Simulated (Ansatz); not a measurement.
Wannier-function calculation of PtSe$_{2}$

PtSe$_{2}$ (R3m, 3 atoms in the cell), computed with maximally localised Wannier functions of r2SCAN bands, plane waves, PAW, no spin polarisation (Ansatz 0.2.0).

The structure was built on a prototype by a generator. The geometry comes from this level: r2scan-rvv10. It belongs to a series of runs on one base structure; here: anion s p.

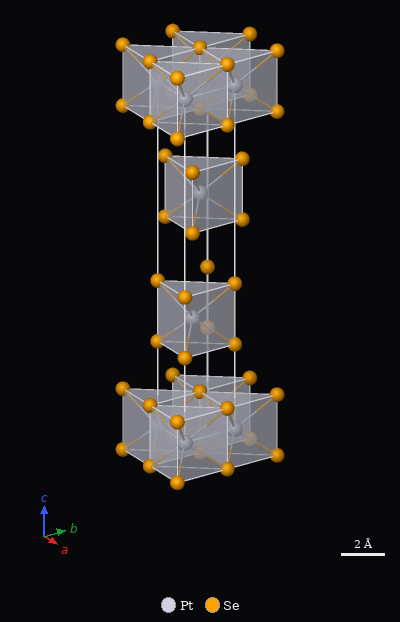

Figure 1. The structure (polyhedral view of the cell 3 times as large as that of the calculation, set on its symmetry axes, seen slightly off an axis; polyhedra are completed across the faces of the cell). An atom can appear more than once, as a periodic image.

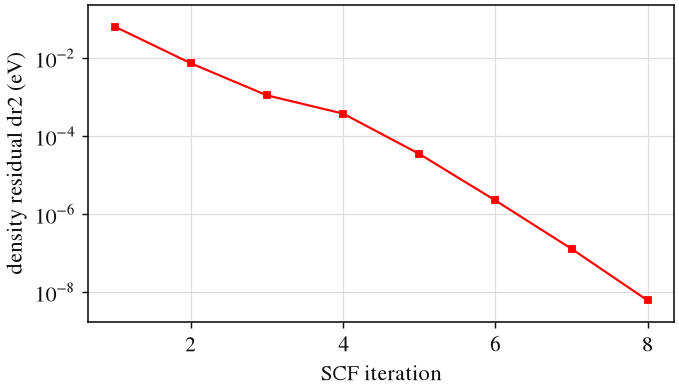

Figure 2. Convergence of the self-consistent field: density residual dr2 against the SCF iteration. The residual falls at every step.

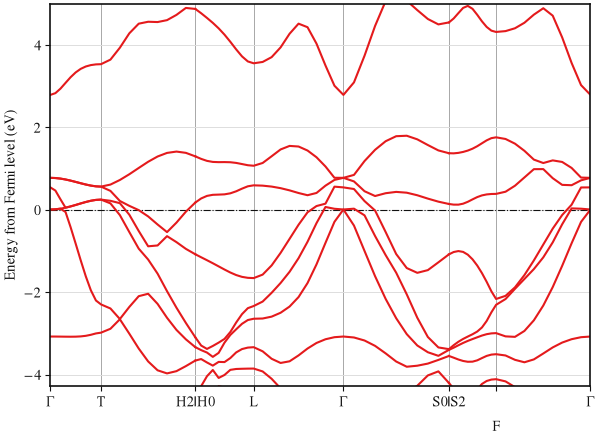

Figure 3. Band structure along Γ–T–H2|H0–L–Γ–S0|S2–F–Γ, with energies from the Fermi level. Bands cross the Fermi level: a metal at this level of theory.

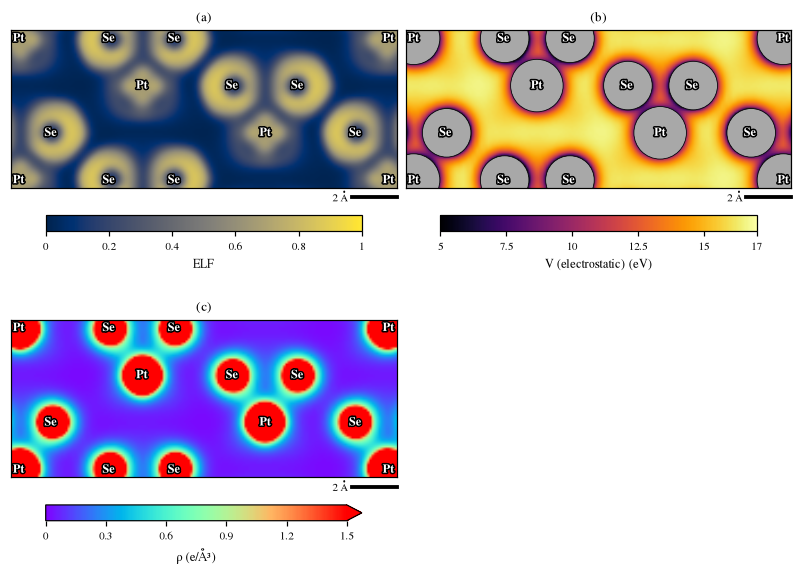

Figure 4. (a) ELF; (b) electrostatic potential (local pseudopotential plus Hartree) felt by an electron; (c) valence charge density (pseudo) on the (110) plane of the conventional cell. Grey discs, where drawn, cover atomic cores. Atoms in the plane: Pt and Se. Pt–Se (2.54 Å): ρ is about 0.54 e/Å³ halfway; the ELF is about 0.45 at the midpoint. Away from the nuclei the density in this plane falls to 0.02 e/Å³ at its lowest. The strong features right at Pt lie inside the PAW spheres (semicore, d or f shells) and say nothing about bonding. Outside the cores the potential energy rises away from the atoms and is highest about 2.4 Å from the nearest atoms; outside the discs it spans about 11 eV, and its zero is arbitrary. The fields are those of the smooth PAW valence density.

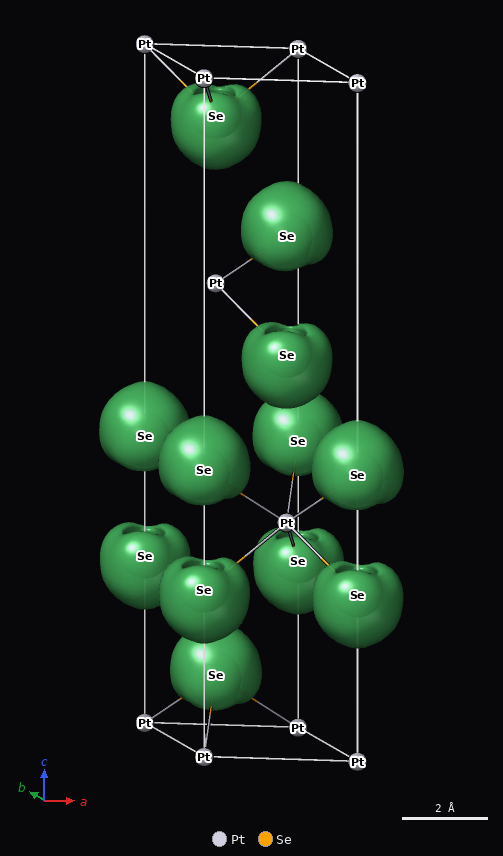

Figure 5. Isosurface of the ELF at 0.7 (green), seen slightly off an axis. Core shells and regions of very low density are left out. Sticks mark near contacts. The outline is the cell set on symmetry axes. Profiles from the grid: Pt–Se (2.54 Å): the ELF is about 0.45 at the midpoint.

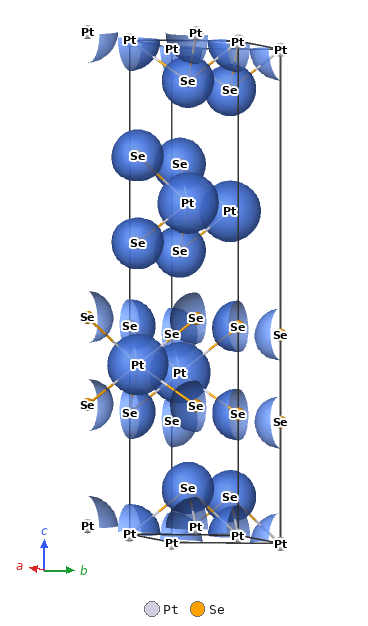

Figure 6. Isosurface of the valence charge density (pseudo) at 0.8 e/Å³ (blue), seen at an oblique angle. Sticks mark near contacts. The outline is the cell set on symmetry axes. At this value the density breaks into separate islands; it holds about 75 % of the electrons treated as valence (semicore included). It is pinched off along the Pt–Se (2.54 Å) contacts. On the grid the lowest density along these lines, outside the cores, is 0.54 e/Å³ (Pt–Se, 2.54 Å).

These pictures come from the run below.

**Input**
```yaml
crystal:
  lattice:
    - [1.8204971913, 1.0510645434, 5.4845021447]
    - [-1.8204971913, 1.0510645434, 5.4845021447]
    - [0.0, -2.1021290869, 5.4845021447]
  atoms:
    - { symbol: Pt, position: [-0.0007636735, -0.0007636735, -0.0007636735] }
    - { symbol: Se, position: [0.4219829424, 0.4219829424, 0.4219829424] }
    - { symbol: Se, position: [0.2454473977, 0.2454473977, 0.2454473977] }
kpoints:
  mp_grid: { grid: [6, 6, 6] }
  band_path:
    path:
      - [[0.0, 0.0, 0.0], [-0.5, -0.5, -0.5], [-0.5, -0.1911512710608, -0.8088487289392]]
      - [[-0.1911512710608, 0.1911512710608, -0.5], [-3.129231022721e-17, -3.129231022721e-17, -0.5], [0.0, 0.0, 0.0], [-5.322901893292e-17, 0.3455756355304, -0.3455756355304]]
      - [[-0.3455756355304, -6.258462045442e-17, -0.6544243644696], [-0.5, -6.258462045442e-17, -0.5], [0.0, 0.0, 0.0]]
    npoints: 10
hamiltonian:
  xc: r2scan
scf:
  occupations: { method: fermi_dirac, width: 0.02 }
  n_extra_bands: 6
output:
  forces: false
  stress: false
  eigenvalues: true
  wannier:
    kmesh: [6, 6, 6]
    projections: [{ species: Se, l: s, shell: 4 }, { species: Se, l: p, shell: 4 }]
    minimise: true
    write_hr: true
    conv_tol: 1.0e-08
    max_iter: 3000
  write_density: true
  write_potential: true
  elf: true
  volumetric_format: npy
```

**File wannier.win**
```
! ansatz wannier90 interface
! projections by site (counted from 0) and shell: 1 4S, 2 4S, 1 4P, 2 4P
! states of the run's bands (counted from 1): 15-16, combinations of 17-27
! their least projectability: 0.7544
num_bands = 8
num_wann  = 8
num_iter  = 2000
conv_tol = 1e-8
conv_window = 5
guiding_centres = true
write_hr = true

begin unit_cell_cart
Ang
       1.8204971912803596       1.0510645434280061        5.484502144703194
      -1.8204971912803596       1.0510645434280061        5.484502144703194
                      0.0      -2.1021290869060127        5.484502144693613
end unit_cell_cart

begin atoms_frac
Pt             -0.0007636735            -0.0007636735            -0.0007636735
Se              0.4219829424             0.4219829424             0.4219829424
Se              0.2454473977             0.2454473977             0.2454473977
end atoms_frac

mp_grid = 6 6 6
```

Run as:
```bash
ansatz run input.yaml --threads 4 --pin off --max-ram 3686MiB --backend cpu --events-out ev --progress --plain --runs-dir out
```

**Output**
```
basis.fft_grid_basis auto: the FFT boxes are laid along the combinations [[1, -1, 0], [0, 1, 0], [0, -1, 1]] of the cell's own vectors, 3.641, 5.874 and 3.641 Å long. The dense box has 27×45×27 points. Along the cell's own vectors, as sized, it would have 45×45×45, 2.78 times as many. Of the 6 symmetry operations that the crystal satisfies within crystal.symmetry.tolerance (time reversal apart; of a slab, those that keep its plane) the dense box along the cell's own vectors carries 6, and the one as laid loses 4 of those. basis.fft_grid_basis: typed keeps the cell's own vectors: state it where this run's energies or levels are differenced outside the engine with another run's, or held beside a run that keeps those vectors. Those combinations have planes normal to reciprocal vector 3, as the cell's own vectors have. Each planar average written beside output.write_density, output.write_potential has a row for each plane of the box: 27. The volumetric files lie along those combinations, not along the cell's own vectors: a cube or XSF file states them, and fields.json those of NumPy files.
scf.n_extra_bands = 6 over 25 filled bands (N_el = 50.0): the run solves 31 bands
Engine: ansatz 0.2.0, aarch64-unknown-linux-gnu
Pseudopotentials: kind: paw
Pseudopotential: Pt, paw, valence charge 18, recommended cutoff 500 eV (meta_gga), Pt.paw.azcp
Pseudopotential: Se, paw, valence charge 16, recommended cutoff 500 eV (meta_gga), Se.paw.azcp
Functional definition: r2SCAN
  parameter k0 = 0.174
  parameter k1 = 0.065
  parameter a1 = 4.9479
  exchange = r2scan_x(k0 = k0, k1 = k1, a1 = a1)
  correlation = r2scan_c
Crystal: 3 atoms, lattice volume = 62.966 Å³
Basis set: ecut = 500 eV, 1633 PW (Γ), FFT grids on a1−a2, a2, −a2+a3, exchange–correlation on 108×180×108 points (64 copies of the dense FFT grid, shifted against one another)
Bands: 31, of which v1, the nominal top of the filled ones, is band 25 counted from 1 (24 counted from 0)
Symmetry: 6 space group operations
Space group: R3m (ITA 160), of the structure as read, at distance tolerance 4.0e-5 Å
k-points: 32 of 216 (time reversal used)
Non-local potential: Pt, projectors of the file, l = 0: 3, l = 1: 2, l = 2: 2, l = 3: 1
Non-local potential: Se, projectors of the file, l = 0: 2, l = 1: 2, l = 2: 3, l = 3: 1
PAW form: soft (Blöchl's): semilocal exchange-correlation on the pseudo side does not see the compensation charge
PAW frozen core: Pt, regenerated for the run's functional (the file was generated under x = pbe(κ = 0.804, μ = 0.2195149727645171), c = pbe(β = 0.06672455060314922))
PAW frozen core: Se, regenerated for the run's functional (the file was generated under x = pbe(κ = 0.804, μ = 0.2195149727645171), c = pbe(β = 0.06672455060314922))
PAW one-centre angular grid: Pt, 590 points (default); XC on 160 Gauss nodes
PAW one-centre angular grid: Se, 590 points (default); XC on 160 Gauss nodes
Initial density: superposition of atomic densities (neutral atoms: chi_scale 0, normalization atom), corrected by the library's trained network
Initial wavefunctions: pseudopotential atomic-orbital guess
Functional: x = r2scan, c = r2scan; τ floored in thin density (d = 2e-4 eV/Å³)
SCF iter   1: F=—  HF=-23492.993959 eV  |F-HF|=—  |Δ(HF+E_count)|=         —  Δρ=1.05e-2  dr2=6.51e-2  dr2_τ=3.49e-2  ethr=1.77e-3  ⟨swp⟩=6.2  Hψ=3995  notcnv=0
preconditioner: auto → LDOS  [metal: Δε(μ)=0.023 eV  Ē_g=10.869 eV  σ=0.020 eV  W_gap=0.27  n_scr=22 (ndim 8)  ℏωp=21.9 eV  f_vac=0.029  D(μ)=2.94/eV (n_scr^D=28)  β→1.0]
SCF iter   2: F=—  HF=-23493.008435 eV  |F-HF|=—  |Δ(HF+E_count)|=   1.45e-2  Δρ=3.50e-3  dr2=7.45e-3  dr2_τ=2.86e-3  ethr=1.30e-4  ⟨swp⟩=2.4  Hψ=2165  notcnv=0  defer=37
SCF iter   3: F=—  HF=-23493.005898 eV  |F-HF|=—  |Δ(HF+E_count)|=   2.54e-3  Δρ=1.20e-3  dr2=1.12e-3  dr2_τ=8.11e-5  ethr=1.49e-5  ⟨swp⟩=2.0  Hψ=1878  notcnv=0  defer=37
SCF iter   4: F=—  HF=-23493.005566 eV  |F-HF|=—  |Δ(HF+E_count)|=   3.32e-4  Δρ=5.55e-4  dr2=3.81e-4  dr2_τ=7.92e-6  ethr=2.24e-6  ⟨swp⟩=2.0  Hψ=1778  notcnv=0  defer=37
SCF iter   5: F=—  HF=-23493.005514 eV  |F-HF|=—  |Δ(HF+E_count)|=   5.18e-5  Δρ=1.93e-4  dr2=3.53e-5  dr2_τ=6.20e-7  ethr=7.62e-7  ⟨swp⟩=1.9  Hψ=1019  notcnv=0  defer=37
SCF iter   6: F=—  HF=-23493.005515 eV  |F-HF|=—  |Δ(HF+E_count)|=   1.04e-6  Δρ=4.07e-5  dr2=2.26e-6  dr2_τ=6.50e-8  ethr=7.06e-8  ⟨swp⟩=2.2  Hψ=1151  notcnv=0  defer=37
SCF iter   7: F=—  HF=-23493.005515 eV  |F-HF|=—  |Δ(HF+E_count)|=   3.41e-7  Δρ=1.31e-5  dr2=1.30e-7  dr2_τ=3.27e-9  ethr=4.53e-9  ⟨swp⟩=2.4  Hψ=1462  notcnv=0  defer=37
SCF iter   8: F=-23493.005515 eV  HF=-23493.005515 eV  |F-HF|=1.99e-9  |Δ(HF+E_count)|=   3.73e-8  Δρ=2.64e-6  dr2=6.15e-9  dr2_τ=2.65e-10  ethr=2.00e-10  ⟨swp⟩=6.2  Hψ=2588  notcnv=0
SCF 1 converged in 8 iterations: F = -23493.005515 eV  dr2 = 6.15e-9
  greatest PAW one-centre occupation: 1.000 electrons in one spin orbital (limit 2), on the Pt atom at site 0 (counted from 0), in its partial waves of l = 0
NSCF: frozen V_eff on 73 k-points
NSCF: frozen V_eff on 34 k-points
WARN: eigensolver did not converge (k=4): 1 band(s) unlocked after 20 sweeps at ethr=1.50e-12 eV (storage-precision floor; scheduled 1.00e-12 eV) (lowest unlocked band 30, counted from 0; max residual 4.52e-6 eV among the unlocked bands, 4.52e-6 eV over every band; other slots of this pass that fall short are told together in one closing line; warning suppressed until the next SCF loop or pass starts)
the Wannier pass solved 34 of the 216 points of its mesh, and has the states at the others by symmetry: states obtained by the crystal's operations at points that were solved too leave a residual of 4.05e-13 eV (read by the count's bands and the next), within 5.56e-6 eV
NSCF: frozen V_eff on 34 k-points
the Wannier pass solved 34 of the 216 points of its mesh, and has the states at the others by symmetry: states obtained by the crystal's operations at points that were solved too leave a residual of 4.32e-13 eV (read by the count's bands and the next), within 5.56e-6 eV
SCF converged after 8 iterations
Free energy (F): -23493.005515 eV
Harris-Foulkes:  -23493.005515 eV  (|F-HF|=1.99e-9)
Internal energy: -23493.001816 eV  (E = F + TS)
E sigma→0 (E₀):  -23493.003666 eV
Entropy (-TS):   -0.003699 eV (-1.233 meV/atom)
Fermi energy:    12.545410 eV
--- Per-component energies (eV) ---
  E_band       = -1030.823356
  E_kinetic    = 873.247614
  E_local      = -6885.286423  (includes V_loc(G=0)·N_el)
  E_nonlocal   = -984.953508
  E_hartree    = 3185.145173
  E_xc         = -445.354327
  E_vxc        = -547.699373  (∫ρ·V_xc dr)
  E_paw        = -13332.413381  (= ΣΔE_a)
  E_vpaw       = 111.418810  (= ΣTr[D̂ρ^β])
  E_aug_tail   = -0.000271  (compensation charges beyond the density's cutoff)
  E_vtau       = 32.160241  (kinetic-family band-sum trace: ∫τ·v_τ [+ j·A + Jᵃ·Aᵃ] dr)
  E_ewald      = -5899.625657
  E_core_change = -3.761035  (= ΣΔE_core)
  E_smearing   = -0.003699  (= −TS)
  E_closure    = -0.000000  (closes the sum)
  Σ components = -23493.005515   (vs F -23493.005515, Δ=0.00e0)
--- Band table (eV; the first three rows and the last of 32) ---
  k-point 0: bands = ["-88.6276", "-42.4670", "-42.1621", "-42.1621", "-37.2532", "-37.2496", "-37.2496", "-37.2317", "-37.2317", "-37.1462", "-37.1405", "-37.1405", "-37.1153", "-37.1153", "-3.7676", "-1.1381", "4.7408", "7.1200", "7.1200", "7.8473", "7.8473", "9.4706", "12.5546", "12.5546", "13.0914", "13.3232", "13.3232", "15.3367", "18.9127", "20.8342", "20.8342"]
  k-point 1: bands = ["-88.6275", "-42.4666", "-42.1659", "-42.1631", "-37.2531", "-37.2497", "-37.2495", "-37.2317", "-37.2315", "-37.1461", "-37.1405", "-37.1404", "-37.1153", "-37.1151", "-3.4912", "-1.1127", "5.0808", "6.7528", "7.3803", "7.5946", "7.7586", "9.2744", "11.0603", "12.0680", "12.6148", "12.9160", "13.8842", "16.7377", "19.3627", "20.2488", "21.5983"]
  k-point 2: bands = ["-88.6274", "-42.4660", "-42.1734", "-42.1652", "-37.2528", "-37.2498", "-37.2494", "-37.2317", "-37.2310", "-37.1458", "-37.1406", "-37.1403", "-37.1153", "-37.1146", "-2.8427", "-1.0626", "5.3993", "6.2694", "7.1083", "7.5066", "8.1294", "8.8270", "10.0911", "10.8561", "11.6131", "13.0563", "14.0524", "16.5955", "18.4479", "19.4989", "22.7692"]
  k-point 31: bands = ["-88.6276", "-42.4670", "-42.1621", "-42.1621", "-37.2532", "-37.2496", "-37.2496", "-37.2317", "-37.2317", "-37.1462", "-37.1404", "-37.1404", "-37.1153", "-37.1153", "-3.1676", "-2.2570", "6.6216", "7.0628", "7.0628", "7.9094", "7.9094", "9.5645", "10.2501", "12.7950", "12.7950", "13.1103", "13.1103", "16.0826", "19.2292", "20.3357", "20.3357"]
Wannier search: line search 1 of at most 3000: gauge-dependent spread (as the search counts it) 4.4250298 Å², largest recent change 4.6e-1 Å² and fall left 1.7e-3 Å² against conv_tol 1.0e-8 Å², 0 stops escaped
```

**File rho_z.tsv**
```
# z_ang	rho[e/angstrom^3]
# format = ansatz-planar-average/11
# lattice	1.820497191	1.051064543	5.484502145
# lattice	-1.820497191	1.051064543	5.484502145
# lattice	0.000000000	-2.102129087	5.484502145
# sites	3
# site	78	0.000000000	0.000000000	-0.012565107
# site	34	0.000000000	-0.000000000	6.943099058
# site	34	0.000000000	-0.000000000	4.038470337
0.000000	9.094196e-1
0.217539	9.356460e-1
0.435079	9.482883e-1
0.652618	9.801672e-1
0.870157	1.063605e0
1.087696	1.194705e0
1.305236	1.310568e0
1.522775	1.336074e0
1.740314	1.277486e0
1.957853	1.222782e0
2.175393	1.223899e0
2.392932	1.220695e0
2.610471	1.114892e0
2.828011	8.958872e-1
3.045550	6.459185e-1
3.263089	4.448660e-1
3.480628	3.169393e-1
3.698168	2.480455e-1
3.915707	2.183235e-1
4.133246	2.164803e-1
4.350785	2.424541e-1
4.568325	3.025476e-1
4.785864	3.973681e-1
5.003403	5.167854e-1
5.220942	6.437325e-1
5.438482	7.604840e-1
5.656021	8.519954e-1
```

**File v_z.tsv**
```
# z_ang	v_es[eV]	v_tot[eV]
# format = ansatz-planar-average/11
# xc	r2scan
# density_cutoff_ev	2000
# datasets	Pt=:simpson_from_first_knot:soft:shift=0	Se=:simpson_from_first_knot:soft:shift=0
# lattice	1.820497191	1.051064543	5.484502145
# lattice	-1.820497191	1.051064543	5.484502145
# lattice	0.000000000	-2.102129087	5.484502145
# sites	3
# site	78	0.000000000	0.000000000	-0.012565107
# site	34	0.000000000	-0.000000000	6.943099058
# site	34	0.000000000	-0.000000000	4.038470337
0.000000	4.228836e0	-8.025335e0
0.217539	3.636423e0	-9.072534e0
0.435079	3.493291e0	-9.572077e0
0.652618	3.666907e0	-9.632851e0
0.870157	3.998542e0	-9.431564e0
1.087696	4.484687e0	-8.961432e0
1.305236	5.156023e0	-8.233819e0
1.522775	5.915243e0	-7.332207e0
1.740314	6.588336e0	-6.439320e0
1.957853	7.094497e0	-5.673727e0
2.175393	7.514400e0	-4.918882e0
2.392932	7.964889e0	-4.074658e0
2.610471	8.530329e0	-3.051635e0
2.828011	9.261886e0	-1.802352e0
3.045550	1.010037e1	-4.433848e-1
3.263089	1.087803e1	8.158915e-1
3.480628	1.148351e1	1.818221e0
3.698168	1.198103e1	2.651197e0
3.915707	1.242008e1	3.343932e0
4.133246	1.262477e1	3.649545e0
4.350785	1.232901e1	3.311581e0
4.568325	1.148180e1	2.264130e0
4.785864	1.028789e1	6.837322e-1
5.003403	8.965865e0	-1.152379e0
5.220942	7.651370e0	-3.007397e0
5.438482	6.395226e0	-4.811423e0
5.656021	5.209874e0	-6.543478e0
```

**File wannier.spreads.toml**
```
omega_i_ang2 = 17.056597314972862
omega_d_ang2 = 0.041484328828994686
omega_od_ang2 = 2.2378796685029
omega_total_ang2 = 19.335961312304757
least_projectability = 0.7544492356600904
b_vectors_match_mmn = true
n_iter = 36
converged = true
rejected_fitted_steps = 1

[[wannier]]
r = [-0.45728707733879675, 0.2640145141707344, 4.341448135796593]
spread = 2.316135852201498

[[wannier]]
r = [0.00000009884814585044864, -0.5280294354290099, 4.341448228052864]
spread = 2.3161359145514027

[[wannier]]
r = [0.4572866802826434, 0.264014828588602, 4.34144855532516]
spread = 2.3161360144288956

[[wannier]]
r = [-0.00000016857335766116174, -0.5221675347375504, 6.633864686376013]
spread = 2.4253300219649745

[[wannier]]
r = [0.452210469777922, 0.2610836239838683, 6.633864795310417]
spread = 2.4253300718445843

[[wannier]]
r = [-0.45221018705385296, 0.261083923520151, 6.633864659976345]
spread = 2.4253302409601574

[[wannier]]
r = [0.0000002935995587636999, 0.00000008982674068434732, 3.573522492050065]
spread = 2.512631052816852

[[wannier]]
r = [-0.0000001139553520724185, -0.000000009027857583103081, 7.3825159579423945]
spread = 2.598932143535727

[[curvature_check]]
after_line_search = 18
omega_tilde_before_ang2 = 2.643226522342902
krylov_steps = 38
lowest_ritz_value_ang2 = -0.9035259370535746
residual_ang2 = 7.923433086429736e-18
settled = true
first_negative_step = 4
curvature_along_ang2 = -0.8669389694122819
angle_rad = 0.5562165247330882
omega_tilde_after_ang2 = 2.4964659795762913
outcome = "escaped"

[[curvature_check]]
after_line_search = 36
omega_tilde_before_ang2 = 2.279363997331895
krylov_steps = 25
lowest_ritz_value_ang2 = 0.2454990449681803
residual_ang2 = 1.8263865448493927e-9
settled = true
outcome = "no-negative-curvature"
```

**Summary**

```tsv
quantity	value
outcome	converged
space group (tolerance 0.01 Å)	R3m (160)
electrons treated	50
free energy	−23493.0055 eV
total spread of the Wannier functions	19.336 Å²
Fermi energy	12.545 eV
band gap	none (metallic)
hardware	4 threads of Arm Neoverse V2, 24 GiB of memory available, shared host
wall time	11 s (CPU time 40 s)
peak memory	0.63 GiB
```

Warnings of the run: the eigensolver left some states unconverged. Spin–orbit coupling is left out, which matters for Pt.
